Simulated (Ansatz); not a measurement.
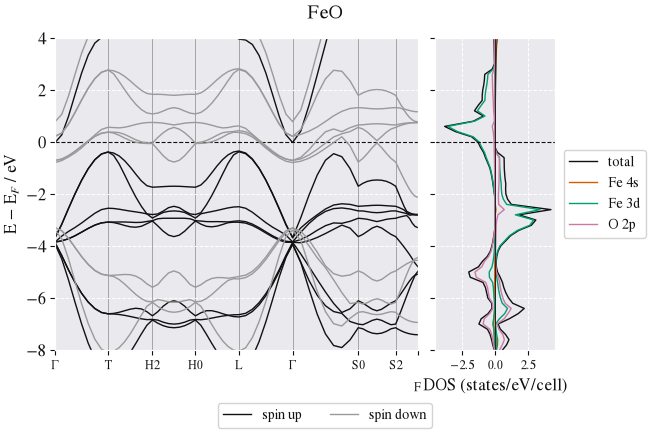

Write a caption that states what the plot shows.

Band structure and density of states of FeO, space group R-3m, 2 atoms in the cell. Method: DFT, PBE, PAW with Ansatz's default frozen-core files, scalar-relativistic, spin-polarised, 16×16×16 k mesh, 420 eV cutoff, Fermi-Dirac smearing of 0.03 eV (Ansatz 0.2.0). Energies are counted from the Fermi level. The path runs straight from each named point to the next. The partial curves are projected on Löwdin-orthogonalised atomic shells. Spin-down states are drawn negative.

A half-metal: spin-down bands cross the Fermi level, while the spin-up bands leave a gap of 0.33 eV along the path around it. The cell's moment is 4.0 μB, a whole number as a half-metal requires. At T the nearest levels lie 0.38 eV below and 0.38 eV above the Fermi level. The density of states at the Fermi level isn't well fixed here: it changes fast, and within 0.3 eV it runs from 1.1 to 2.4 per eV and cell. By projected weight, the states within 0.3 eV of the Fermi level are Fe 3d almost alone.
